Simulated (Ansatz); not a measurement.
**I: density, localisation and related maps**

Input

```
crystal:
  lattice:
    - [2.3773896325, -3.6342876406, -0.1598815673]
    - [2.3773896325, 3.6342876406, -0.1598815673]
    - [-1.6680719313, 0.0, 2.4185668454]
  atoms:
    - { symbol: I, position: [0.5, 0.5, 0.5] }
basis:
  ecutwfc: 420
kpoints:
  mp_grid: { grid: [12, 12, 18] }
  band_path:
    path:
      - [[0.0, 0.0, 0.0], [0.5, 0.5, -0.5], [0.7579903, 0.2420097, -0.5]]
      - [[0.2420097, -0.2420097, -0.5], [0.0, 0.0, -0.5], [0.0, 0.0, 0.0], [0.5, -0.5, 0.0]]
      - [[0.5, 0.0, -0.5], [0.0, 0.0, 0.0], [0.0, -0.5, 0.0]]
    npoints: 10
hamiltonian:
  xc: pbe
  dispersion: d3bj
scf:
  occupations: { method: gaussian, width: 0.1 }
output:
  forces: true
  stress: true
  eigenvalues: true
  populations: true
  dos: { projected: true, de: 0.02 }
  bader: false
  write_density: true
  write_potential: true
  elf: true
  volumetric_format: npy
magnetization:
  noncollinear: true
  spin_orbit: true
```

Command:

```sh
ansatz run input.yaml --threads 1 --pin off --max-ram 2560MiB --backend cpu --events-out ev --progress --plain --runs-dir out
```

Below, planes, directions and counts refer to the conventional cell (a = 4.73 Å, b = 7.27 Å, c = 2.94 Å, α = 90.00°, β = 127.97°, γ = 90.00°).

Space group C2/m; a structure from a database of computed crystals, not necessarily the ambient phase.

All numbers below come from Ansatz, DFT PBE+D3(BJ), spin-orbit coupling, plane waves, PAW.

The density is the valence pseudo-density of a PAW calculation; it isn't the true density close to the nuclei.

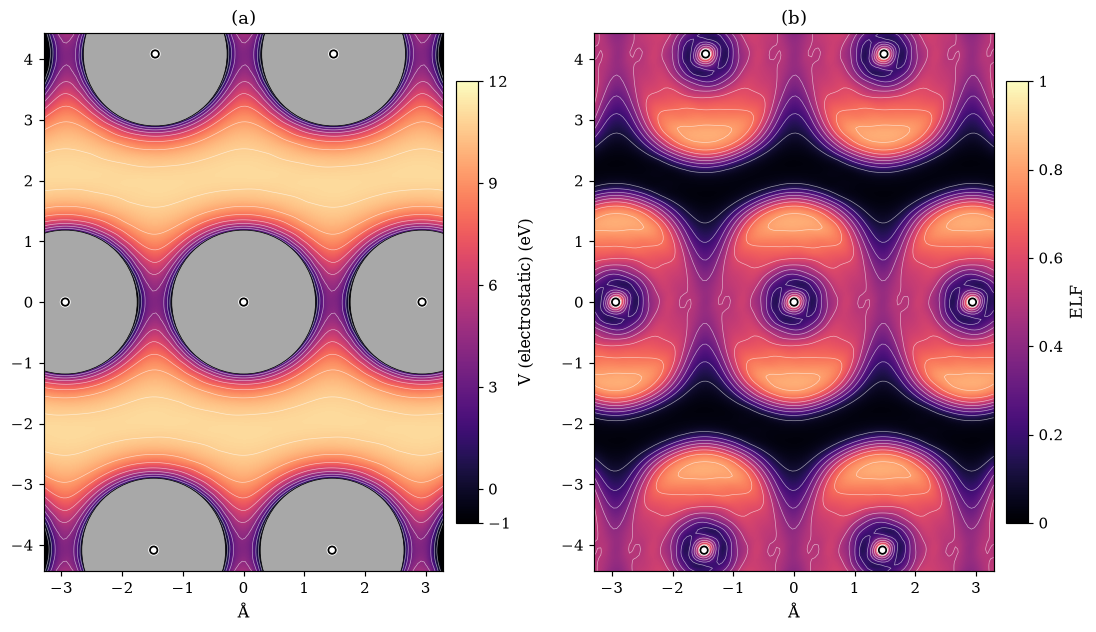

Figure 1. (a) electrostatic potential energy of an electron; (b) electron localisation function on the (11̄0) plane of the conventional cell. Circles mark the nuclei in the plane (I). Grey discs cover the atomic cores in the potential map.

Q: Interpret the plot.

A:
- The section cuts through I sites.
- I–I (2.94 Å): the ELF is about 0.40 at the midpoint.
- The ELF also peaks beside I, away from the bonds: lone-pair regions.
- Outside the cores the potential energy rises away from the atoms and is highest about 2.2 Å from the nearest atoms; its zero is arbitrary.

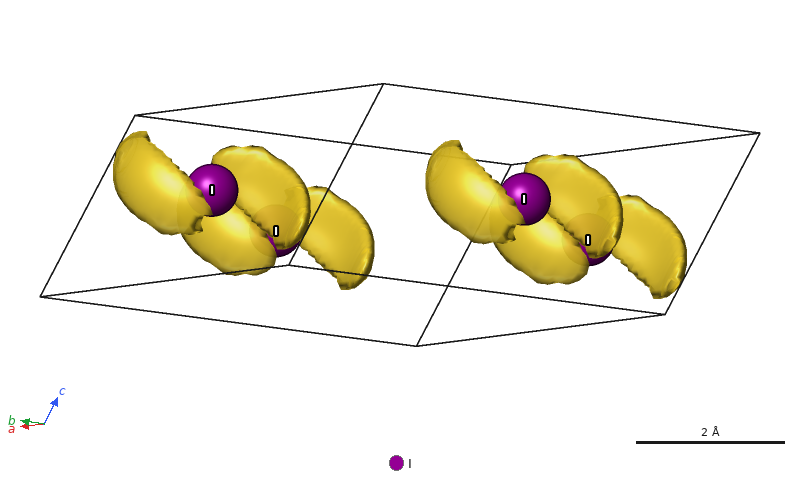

Figure 2. Isosurface of the ELF at 0.8 (yellow), seen at an oblique angle. Core shells and regions of very low density are left out.

Q: What do the ELF domains correspond to?

A: At this value the surface marks out four lobes on I, pointing away from the bonds (lone pairs, which may merge into one lobe), counted in one cell of 2 atoms. Regions shared between cells count once.

Q: Does the calculation make it a metal, or give it a gap?

A: It is gapless in this calculation (a metal or semimetal).
